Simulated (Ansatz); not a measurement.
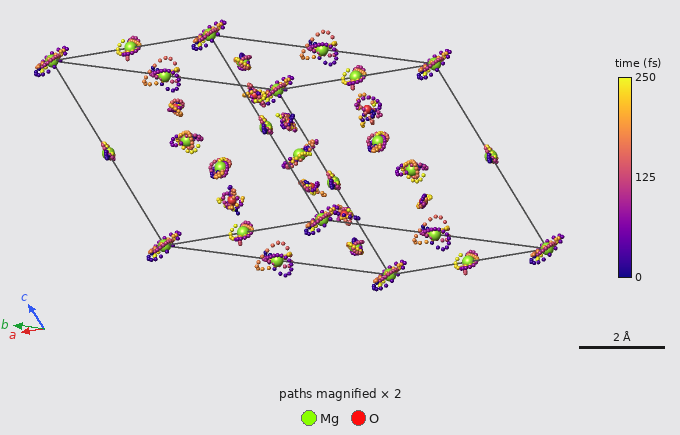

A Born-Oppenheimer molecular dynamics run of a 16-atom cell of MgO (set up in Fm-3m), 250 fs long. Dots mark each atom's position at evenly spaced times, coloured by time; spheres stand at the starting positions. The excursions are magnified 2 times. Seen from a free direction in the reduced simulation cell.

Computed with DFT LDA, scalar-relativistic, plane waves, PAW (Ansatz 0.2.0). Run with plane-wave cutoff 420 eV; k-point mesh 2 × 2 × 2; Fermi-Dirac smearing 0.05 eV; constant energy (NVE); velocities drawn for 2400 K; time step 1 fs.

Input file:
```yaml
crystal:
  lattice:
    - [0.0, 3.895, 3.895]
    - [3.895, 0.0, 3.895]
    - [3.895, 3.895, 0.0]
  atoms:
    - { symbol: Mg, position: [0.0, 0.0, 0.0] }
    - { symbol: O, position: [0.25, 0.25, 0.25] }
    - { symbol: Mg, position: [0.0, 0.0, 0.5] }
    - { symbol: O, position: [0.25, 0.25, 0.75] }
    - { symbol: Mg, position: [0.0, 0.5, 0.0] }
    - { symbol: O, position: [0.25, 0.75, 0.25] }
    - { symbol: Mg, position: [0.0, 0.5, 0.5] }
    - { symbol: O, position: [0.25, 0.75, 0.75] }
    - { symbol: Mg, position: [0.5, 0.0, 0.0] }
    - { symbol: O, position: [0.75, 0.25, 0.25] }
    - { symbol: Mg, position: [0.5, 0.0, 0.5] }
    - { symbol: O, position: [0.75, 0.25, 0.75] }
    - { symbol: Mg, position: [0.5, 0.5, 0.0] }
    - { symbol: O, position: [0.75, 0.75, 0.25] }
    - { symbol: Mg, position: [0.5, 0.5, 0.5] }
    - { symbol: O, position: [0.75, 0.75, 0.75] }
basis:
  ecutwfc: 420.0
kpoints:
  mp_grid: { grid: [2, 2, 2] }
hamiltonian:
  xc: lda
scf:
  occupations: { method: fermi_dirac, width: 0.05 }
  lower_state_search: "off"
md:
  timestep: 1
  n_steps: 250
  ensemble: nve
  temperature: 2400.0
  initial_velocities: maxwell_boltzmann
  seed: 892234
```

Command:
```bash
ansatz run input.yaml --threads 1 --pin off --max-ram 3072MiB --backend cpu --events-out ev --progress --plain --runs-dir out
```

Q: How do the atoms move?

A: In the second half of the run the atoms are, in the root-mean-square, this far from where they began (common drift taken out): Mg 0.14 Å, O 0.12 Å. That is small against the typical shortest distance between atoms in the first frame, about 1.9 Å: the atoms vibrate about their sites and the arrangement holds. The total energy stays between −0.033 and 0.81 meV per atom of its start. A straight-line fit has a slope that amounts to +0.0076 meV per atom over 250 fs (under 0.1 % of the mean kinetic energy), and the ripple about it is 0.3 % of the kinetic energy's fluctuation. With a drift under 2 % and a ripple under 7 %, the integration is accurate.

Cost: 9 min on 1 thread of Arm Neoverse V1, on a shared host, peak memory 0.4 GiB.
